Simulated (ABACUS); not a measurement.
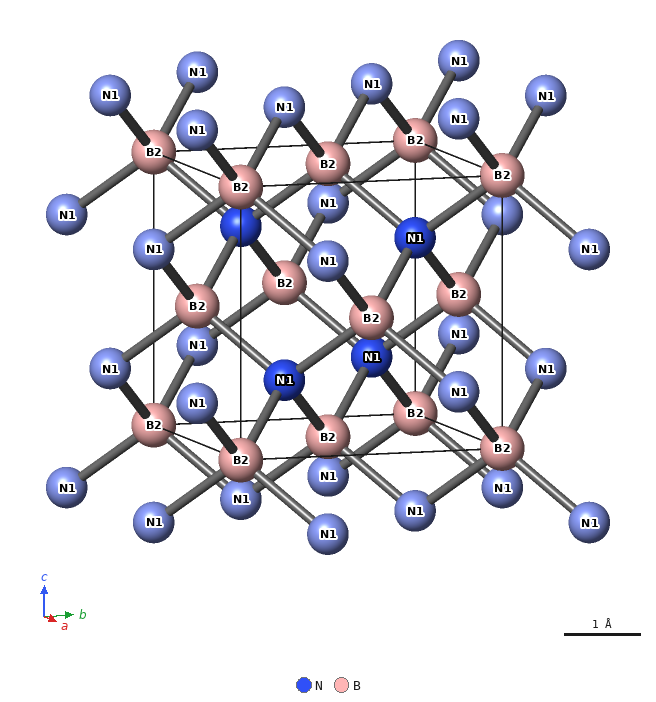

**Figure 1.** The starting structure (ball-and-stick view of the cell 4 times as large as that of the calculation, set on its symmetry axes, seen slightly off an axis; neighbours outside the cell are drawn fainter; atoms are numbered from 1 in the order of the input). Near neighbours in the crystal (not all of them lie inside the picture): N has 4 B at 1.57 Å; B has 4 N at 1.57 Å.

Geometry relaxation of BN (part 1 of 3)

System: BN (F-43m, 2 atoms in the cell).
Method: Kohn-Sham DFT of a periodic cell, PBE, SG15 ONCV 1.2 PBE, no spin polarisation (ABACUS 3.10.1).

The structure derives from a Materials Project entry.

**The input**
```
INPUT_PARAMETERS
suffix              BN
calculation         cell-relax
basis_type          lcao
pseudo_dir          ./
orbital_dir         ./
symmetry            1
dft_functional      pbe
ecutwfc             100
pseudo_rcut         10
nspin               1
nbands              8
ks_solver           genelpa
smearing_method     fd
smearing_sigma      0.00367493
scf_thr             1e-07
scf_nmax            100
mixing_type         broyden
mixing_beta         0.7
cal_force           1
cal_stress          1
out_mul             1
relax_nmax          60
force_thr_ev        0.005
relax_method        cg
out_stru            1
stress_thr          0.2
```

**File STRU**
```
ATOMIC_SPECIES
N 14.0070 N_ONCV_PBE-1.2.upf
B 10.8100 B_ONCV_PBE-1.2.upf

NUMERICAL_ORBITAL
N_confined-atom_6au_3s3p2d1f.orb
B_confined-atom_7au_3s3p2d1f.orb

LATTICE_CONSTANT
1.8897261246

LATTICE_VECTORS
0.0000000000 1.8130010000 1.8130010000
1.8130010000 0.0000000000 1.8130010000
1.8130010000 1.8130010000 0.0000000000

ATOMIC_POSITIONS
Direct

N
0.0
1
0.2500000000 0.2500000000 0.2500000000 1 1 1

B
0.0
1
0.0000000000 0.0000000000 0.0000000000 1 1 1
```

**File KPT**
```
K_POINTS
0
Gamma
12 12 12 0 0 0
```

Run on 4 threads of Intel Xeon (Emerald Rapids), 16 GiB of memory available, shared host.

Launch command:
```bash
OMP_NUM_THREADS=1 mpirun -np 4 abacus > log
```

**What the program printed**
```
ABACUS v3.10.1

               Atomic-orbital Based Ab-initio Computation at UStc

 ------------------------------------------------------------------------------------

 READING GENERAL INFORMATION
                           global_out_dir = OUT.BN/
                           global_in_card = INPUT
                               pseudo_dir = ./
                              orbital_dir = ./
                                    DSIZE = 4
                                    GSIZE = 1

 READING UNITCELL INFORMATION
                                    ntype = 2
                  lattice constant (Bohr) = 1.88973
              lattice constant (Angstrom) = 1

 READING ATOM TYPE 1
                               atom label = N
                      L=0, number of zeta = 3
                      L=1, number of zeta = 3
                      L=2, number of zeta = 2
                      L=3, number of zeta = 1
             number of atom for this type = 1

 READING ATOM TYPE 2
                               atom label = B
                      L=0, number of zeta = 3
                      L=1, number of zeta = 3
                      L=2, number of zeta = 2
                      L=3, number of zeta = 1
             number of atom for this type = 1

                        TOTAL ATOM NUMBER = 2
DIRECT COORDINATES
    atom                   x                   y                   z     mag                  vx                  vy                  vz
taud_N1            0.2500000000        0.2500000000        0.2500000000  0.0000        0.0000000000        0.0000000000        0.0000000000
taud_B1            0.0000000000        0.0000000000        0.0000000000  0.0000        0.0000000000        0.0000000000        0.0000000000

                          Volume (Bohr^3) = 80.4305
                             Volume (A^3) = 11.9186

 Lattice vectors: (Cartesian coordinate: in unit of a_0)
                   +0              +1.813              +1.813
               +1.813                  +0              +1.813
               +1.813              +1.813                  +0
 Reciprocal vectors: (Cartesian coordinate: in unit of 2 pi/a_0)
            -0.275786           +0.275786           +0.275786
            +0.275786           -0.275786           +0.275786
            +0.275786           +0.275786           -0.275786
 The esolver type has been set to : ksdft_lcao

                PAO radial cut off (Bohr) = 10

 Read in pseudopotential file is N_ONCV_PBE-1.2.upf
                     pseudopotential type = NC
          exchange-correlation functional = PBE
                 nonlocal core correction = 0
                        valence electrons = 5
                                     lmax = 1
                           number of zeta = 0
                     number of projectors = 4
                           L of projector = 0
                           L of projector = 0
                           L of projector = 1
                           L of projector = 1
                PAO radial cut off (Bohr) = 10

 Read in pseudopotential file is B_ONCV_PBE-1.2.upf
                     pseudopotential type = NC
          exchange-correlation functional = PBE
                 nonlocal core correction = 0
                        valence electrons = 3
                                     lmax = 1
                           number of zeta = 0
                     number of projectors = 4
                           L of projector = 0
                           L of projector = 0
                           L of projector = 1
                           L of projector = 1
     initial pseudo atomic orbital number = 0

 SETUP THE ELECTRONS NUMBER
             electron number of element N = 5
       total electron number of element N = 5
             electron number of element B = 3
       total electron number of element B = 3
            AUTOSET number of electrons:  = 8
                           occupied bands = 4
                                   NLOCAL = 58
                                   NBANDS = 8
                                   NBANDS = 8
                                   NLOCAL = 58

 SETUP THE PLANE WAVE BASIS
 energy cutoff for charge/potential (unit:Ry) = 400
            fft grid for charge/potential = [ 32, 32, 32 ]
                        fft grid division = [ 4, 4, 4 ]
        big fft grid for charge/potential = [ 8, 8, 8 ]
                                     nbxx = 128
                                     nrxx = 8192

 SETUP PLANE WAVES FOR CHARGE/POTENTIAL
                    number of plane waves = 10969
                         number of sticks = 649

 PARALLEL PW FOR CHARGE/POTENTIAL
     PROC   COLUMNS(POT)             PW
        1            163           2745
        2            162           2741
        3            162           2742
        4            162           2741
 --------------- sum -------------------
        4            649          10969
                            number of |g| = 158
                                  max |g| = 36.1275
                                  min |g| = 0.228173

----------- Double Check Mixing Parameters Begin ------------
mixing_type: broyden
mixing_beta: 0.7
mixing_gg0: 1
mixing_gg0_min: 0.1
mixing_ndim: 8
----------- Double Check Mixing Parameters End ------------

 LATTICE VECTORS: (CARTESIAN COORDINATE: IN UNIT OF A0)
                   +0              +1.813              +1.813
               +1.813                  +0              +1.813
               +1.813              +1.813                  +0
                       right hand lattice = 1
                                   NORM_A = 2.56397
                                   NORM_B = 2.56397
                                   NORM_C = 2.56397
                           ALPHA (DEGREE) = 60
                           BETA  (DEGREE) = 60
                           GAMMA (DEGREE) = 60

 The lattice vectors have been changed (STRU_SIMPLE.cif)

(for optimal symmetric configuration:)
                             BRAVAIS TYPE = 3
                     BRAVAIS LATTICE NAME = 03. Cubic F (face-centered)
                                    ibrav = 3
                                    IBRAV = 3
                                  BRAVAIS = FACE CENTERED CUBIC
                       LATTICE CONSTANT A = 3.626
Original cell was already a primitive cell.
                        ROTATION MATRICES = 48
              PURE POINT GROUP OPERATIONS = 24
                   SPACE GROUP OPERATIONS = 24
                                       C2 = 3
                                       C3 = 8
                                       C4 = 0
                                       C6 = 0
                                       S1 = 6
                                       S3 = 0
                                       S4 = 6
                                       S6 = 0
                              POINT GROUP = T_d
                                       C2 = 3
                                       C3 = 8
                                       C4 = 0
                                       C6 = 0
                                       S1 = 6
                                       S3 = 0
                                       S4 = 6
                                       S6 = 0
               POINT GROUP IN SPACE GROUP = T_d

 SETUP K-POINTS
                                    nspin = 1
                   Input type of k points = Monkhorst-Pack(Gamma)
                                   nkstot = 1728
                       right hand lattice = 1
(for reciprocal lattice: )
                             BRAVAIS TYPE = 2
                     BRAVAIS LATTICE NAME = 02. Cubic I (body-centered)
                                    ibrav = 2
                       right hand lattice = 1
(for k-lattice: )
                             BRAVAIS TYPE = 2
                     BRAVAIS LATTICE NAME = 02. Cubic I (body-centered)
                                    ibrav = 2
                       right hand lattice = 1
                        ROTATION MATRICES = 48
                               nkstot_ibz = 72
K-POINTS REDUCTION ACCORDING TO SYMMETRY
     IBZ    DIRECT_X    DIRECT_Y    DIRECT_Z  WEIGHT  ibz2bz
       1  0.00000000  0.00000000  0.00000000  0.0006       0
       2  0.08333333  0.08333333  0.08333333  0.0046       1
       3  0.16666667  0.16666667  0.16666667  0.0046       2
       4  0.25000000  0.25000000  0.25000000  0.0046       3
       5  0.33333333  0.33333333  0.33333333  0.0046       4
       6  0.41666667  0.41666667  0.41666667  0.0046       5
       7  0.50000000  0.50000000  0.50000000  0.0023       6
       8  0.08333333  0.08333333  0.00000000  0.0035      13
       9  0.16666667  0.16666667  0.08333333  0.0139      14
      10  0.25000000  0.25000000  0.16666667  0.0139      15
      11  0.33333333  0.33333333  0.25000000  0.0139      16
      12  0.41666667  0.41666667  0.33333333  0.0139      17
      13  0.50000000  0.50000000  0.41666667  0.0139      18
      14  0.50000000  0.41666667  0.41666667  0.0139      19
      15  0.41666667  0.33333333  0.33333333  0.0139      20
      16  0.33333333  0.25000000  0.25000000  0.0139      21
      17  0.25000000  0.16666667  0.16666667  0.0139      22
      18  0.16666667  0.08333333  0.08333333  0.0069      23
      19  0.16666667  0.16666667  0.00000000  0.0035      26
      20  0.25000000  0.25000000  0.08333333  0.0139      27
      21  0.33333333  0.33333333  0.16666667  0.0139      28
      22  0.41666667  0.41666667  0.25000000  0.0139      29
      23  0.50000000  0.50000000  0.33333333  0.0139      30
      24 -0.41666667  0.41666667  0.41666667  0.0139      31
      25  0.50000000  0.33333333  0.33333333  0.0139      32
      26  0.41666667  0.25000000  0.25000000  0.0139      33
      27  0.33333333  0.16666667  0.16666667  0.0069      34
      28  0.25000000  0.25000000  0.00000000  0.0035      39
      29  0.33333333  0.33333333  0.08333333  0.0139      40
      30  0.41666667  0.41666667  0.16666667  0.0139      41
[... 42 further k points ...]

                               nkstot now = 72
[... K-POINTS DIRECT COORDINATES: 72 rows ...]

           k-point number in this process = 72
       minimum distributed K point number = 72
[... stars of the k points ...]

[... K-POINTS CARTESIAN COORDINATES: 72 rows ...]

[... K-POINTS DIRECT COORDINATES: 72 rows ...]

 SETUP PLANE WAVES FOR WAVE FUNCTIONS
     energy cutoff for wavefunc (unit:Ry) = 100
              fft grid for wave functions = [ 32, 32, 32 ]
                    number of plane waves = 1989
                         number of sticks = 211

 PARALLEL PW FOR WAVE FUNCTIONS
     PROC   COLUMNS(POT)             PW
        1             54            497
        2             53            498
        3             52            497
        4             52            497
 --------------- sum -------------------
        4            211           1989

 SET NONLOCAL PSEUDOPOTENTIAL PROJECTORS
 SET NONLOCAL PSEUDOPOTENTIAL PROJECTORS
 max number of nonlocal projetors among all species is 4

 -------------------------------------------
 STEP OF RELAXATION : 1
 -------------------------------------------

 SETUP SEARCHING RADIUS FOR PROGRAM TO SEARCH ADJACENT ATOMS
                  longest orb rcut (Bohr) = 7
   longest nonlocal projector rcut (Bohr) = 1.94
                     search radius (Bohr) = 17.9
              searching radius is (Bohr)) = 17.9
         searching radius unit is (Bohr)) = 1.89
                         PeriodicBoundary = 1
                        Radius(unit:lat0) = 9.46
                                   glayer = [ 6, 6, 6 ]
                             glayer_minus = [ 5, 5, 5 ]

Find the coordinate range of the input atom(unit:lat0).
                                  min_tau = [ -18.1, -18.1, -18.1 ]
                                  max_tau = [ 19, 19, 19 ]
                                BoxNumber = [ 11, 11, 11 ]

 SETUP EXTENDED REAL SPACE GRID FOR GRID INTEGRATION
                          real space grid = [ 32, 32, 32 ]
                 big cell numbers in grid = [ 8, 8, 8 ]
             meshcell numbers in big cell = [ 4, 4, 4 ]
                        extended fft grid = [ 15, 15, 15 ]
                dimension of extened grid = [ 39, 39, 39 ]
                            UnitCellTotal = 125
              Atom number in sub-FFT-grid = 2
    Local orbitals number in sub-FFT-grid = 58
                                ParaV.nnr = 168909
                                 init_chg = atomic

 LCAO ALGORITHM --------------- ION=   1  ELEC=   1--------------------------------

 Density error is 0.180717916266
----------------------------------------------------------
     Energy           Rydberg                 eV
----------------------------------------------------------
 E_KohnSham     -25.6921829721       -349.5600824787
 E_Harris       -24.6373703886       -335.2086210220
 E_Fermi        0.9707418274         13.2076201391
----------------------------------------------------------

 LCAO ALGORITHM --------------- ION=   1  ELEC=   2--------------------------------

 Density error is 0.080680969415
```
